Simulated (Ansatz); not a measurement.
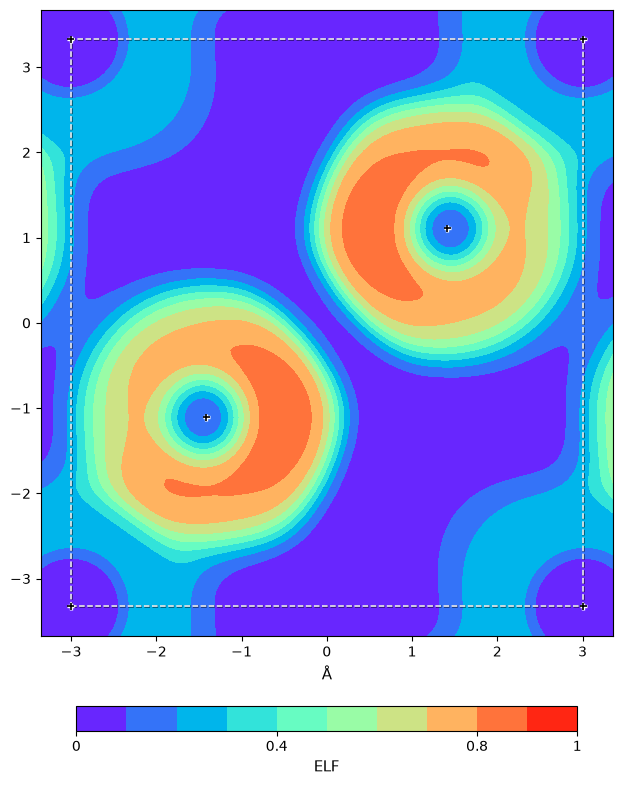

The electron localisation function on a plane through atoms (crosses mark nuclei in the plane).

Level of theory: DFT PBE+D3(BJ), scalar-relativistic, plane waves, PAW in Ansatz 0.2.0.

Candidates:
A. SnSe2, a = 3.84 Å, b = 3.84 Å, c = 6.01 Å, α = 90.00°, β = 90.00°, γ = 120.00°. Space group P-3m1.
B. Sn2HSe4 (slab), a = 7.68 Å, b = 7.68 Å, c = 21.94 Å, α = 90.00°, β = 90.00°, γ = 120.00°. 

Which system is this?

Answer. Candidate A: SnSe2 on the (110) plane of the conventional cell, which holds Sn and Se. Sn–Se (2.73 Å): the ELF is about 0.60 at the midpoint.
